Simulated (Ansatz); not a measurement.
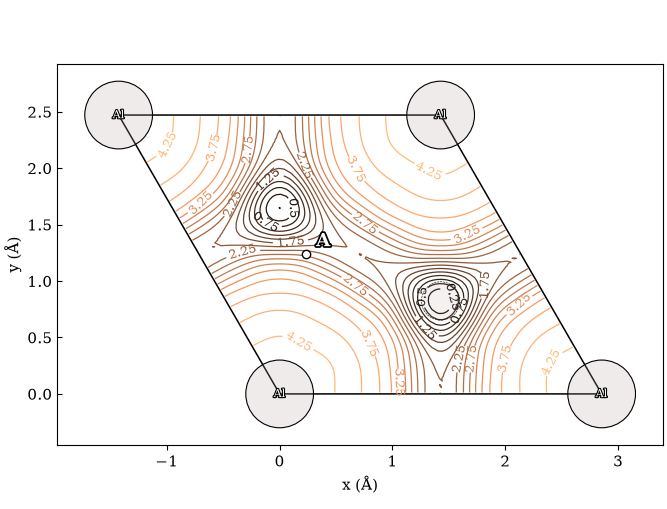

N on an Al(001) slab cut from the P6_3/mmc phase, its upper half relaxed before the scan (9 atoms of substrate and one adsorbate in a 1 × 1 cell). 
- N is moved over the surface cell; relaxed at each place: the height of the adsorbate's atoms; substrate rigid; the origin of the map has the adsorbate above Al9.
- Places are given modulo a cell vector. The map is drawn in real space over the plane of the surface.
- The grid has 6 × 6 points; 10 points were computed and 26 follow by symmetry.
- Energies are in eV, from the lowest grid point.
- With one adsorbate in each 1 × 1 cell, its nearest image is 2.9 Å away, so neighbouring adsorbates interact.
- The calculation used DFT PBE, scalar-relativistic, plane waves, PAW in Ansatz. Settings: cutoff 420 eV, k-mesh 9×9×1, gaussian smearing 0.1 eV, no spin polarisation.

In the figure: contour lines labelled in eV, labelled circles for the atoms of the top layer and small ones for the second layer, the outline of one cell of the plane, the point A. Between grid points the surface is interpolated.

**Is A at rest? If not, where is it pushed?**

A, at (2/6, 3/6) of the cell vectors, is not a stationary point. The computed force is 5.4 eV/Å in the plane, pointing up in the picture (components 0.9 and 5.3 eV/Å).

PAW datasets: the set soft_1.
